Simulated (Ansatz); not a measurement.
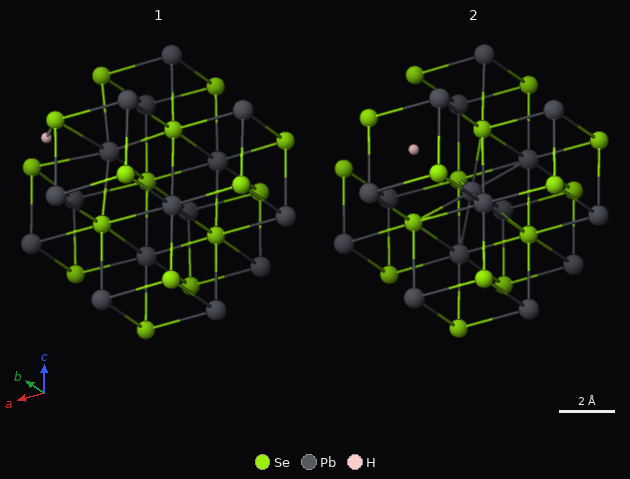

Two geometries of a defect cell of composition Se₃₂Pb₃₂H (cell charge +1), drawn at one scale. One is the start of a relaxation, the other its converged end. A ball-and-stick model of the atoms within 5.8 Å of the atom that moves most (axes of the cell of the calculation (origin shifted)), seen from a free direction.

All numbers below come from Ansatz 0.2.0, DFT, PBEsol, PAW, plane waves. Settings: plane-wave cutoff 420 eV; k-point mesh 1 × 1 × 1; mesh shifted by (0.25, 0.25, 0.25); no spin polarisation; atoms relaxed in a fixed cell; force threshold 0.03 eV/Å; at most 80 steps.

Which of the two is the end point?

Structure 1 is the relaxed one. The atom that moves furthest is a Pb atom (2.30 Å along [1 1 1]). Largest moves by element: Pb 2.30 Å, H 2.15 Å, Se 0.23 Å. The cell doesn't change. Near-neighbour distances that change, for instance: Pb–Se 2.637 → 5.014 Å, Pb–Se 5.021 → 3.068 Å, Pb–Se 5.091 → 3.147 Å, Pb–Se 5.070 → 3.256 Å. New bonds form, among them: H–Se (3.04 → 1.54 Å), Pb–Se (5.02 → 3.07 Å), Pb–Se (5.09 → 3.15 Å). Bonds break, among them: Pb–Pb (2.61 → 4.07 Å), Pb–Pb (2.63 → 4.21 Å), Pb–Pb (2.65 → 4.17 Å), Pb–Se (2.64 → 5.01 Å). Bond angles that change, for instance: Pb–Se–Pb 123.0° → 175.7°, Pb–Se–Pb 124.7° → 177.2°, Pb–Se–Pb 124.0° → 174.6°. Over 19 geometry steps the energy falls by 7.808 eV per cell of the calculation. The largest force component goes from 3.5 to 0.015 eV/Å. The run took 19 s on 1 × NVIDIA GB200 with 8 threads of Arm Neoverse-V2, peak memory 2.2 GiB.

Limits of the set-up: the cell is charged, on a uniform background, and energies carry no finite-size correction.
